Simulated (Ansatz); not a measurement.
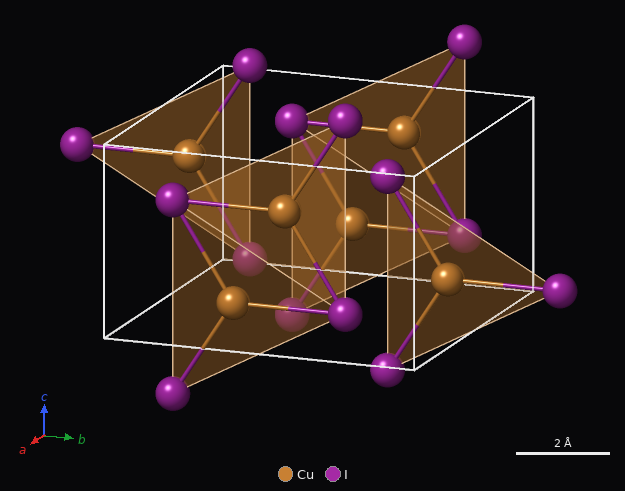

This polyhedral model is shown slightly off an axis. The frame is the conventional unit cell; atoms at its boundary are shown with their periodic copies. Some atoms of the next cells are drawn as well.

CuI, space group Cmcm (No. 63), a = 7.007 Å, b = 7.186 Å, c = 4.322 Å, α = 90.00°, β = 90.00°, γ = 90.00°. The model was built from a structure listed in the Materials Project. Earlier steps of the study may have refined or changed the cell and positions. A calculation with Ansatz used it as input.

This one geometry was computed with Ansatz (DFT, plane waves, PAW) at six levels of theory: PBE, r2SCAN, HSE06, LDA, PBE with spin-orbit coupling and PBE0.

Which level gives the highest pressure at this volume, and what does that say about its equilibrium volume?

Highest: PBE (2.2 GPa), HSE06 (2.2 GPa), PBE with spin-orbit coupling (2.3 GPa) and PBE0 (2.1 GPa), which points to the largest equilibrium volume. Lowest, with the smallest volume: LDA (-2.8 GPa). Levels within 0.5 GPa of each other can't be told apart.

How does the band gap change with the level of theory?

LDA: a gap of 0.79 eV, direct; PBE with spin-orbit coupling: a gap of 0.90 eV, direct; PBE: a gap of 0.95 eV, direct; r2SCAN: a gap of 1.36 eV, direct; HSE06: a gap of 2.21 eV, direct; PBE0: a gap of 2.89 eV, direct.

Collect the results in a table.

| level | cutoff (eV) | k-mesh of the run's cell | gap (eV) | pressure (GPa) |
| --- | --- | --- | --- | --- |
| PBE | 420 | 6×6×6 | 0.95 | 2.2 |
| r2SCAN | 500 | 6×6×6 | 1.36 | 1.0 |
| HSE06 | 420 | 4×4×4 | 2.21 | 2.2 |
| LDA | 420 | 6×6×6 | 0.79 | -2.8 |
| PBE with spin-orbit coupling | 420 | 6×6×6 | 0.90 | 2.3 |
| PBE0 | 420 | 4×4×4 | 2.89 | 2.1 |

Gaps are taken on the k-mesh or band path of each run.
